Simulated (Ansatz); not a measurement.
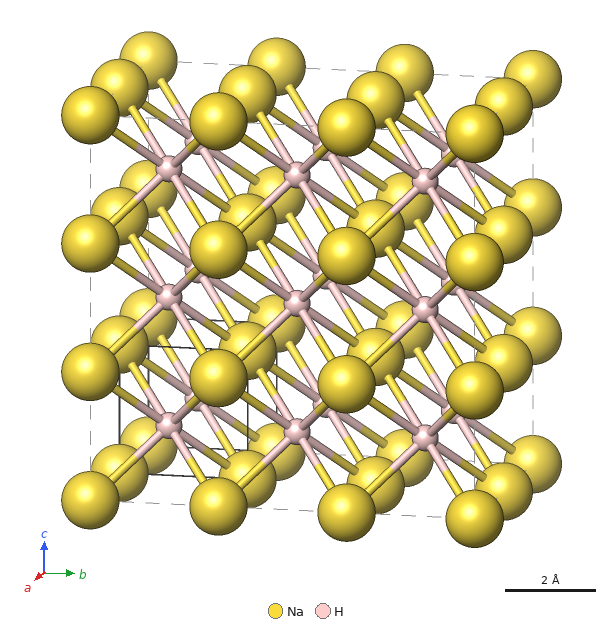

Drawn in the ball-and-stick manner and seen slightly off an axis. The solid box is one conventional unit cell, and 2×3×3 cells are shown.

NaH, space group Pm-3m (No. 221), a = 2.93 Å, b = 2.93 Å, c = 2.93 Å, α = 90.00°, β = 90.00°, γ = 90.00°.

Run with Ansatz 0.2.0, DFT, dielectric-dependent PBE0 (fraction 1/eps_inf of PBE), plane waves, PAW and these settings: plane waves up to 420 eV, the zone sampled with 6×6×6 points, no spin polarisation.

**Classify it as metallic or gapped, with the value.**

A semiconductor at this level, with a gap of 2.91 eV, indirect; the smallest direct gap is 6.86 eV.

**How far is the cell from zero pressure?**

The computed pressure is 0.2 GPa (compressed: it would expand).

The model was built from a structure type filled with these elements by a generator (whether the compound takes this form wasn't checked). Earlier steps of the study may have refined or changed the cell and positions. An electronic-structure calculation with Ansatz was run on it.
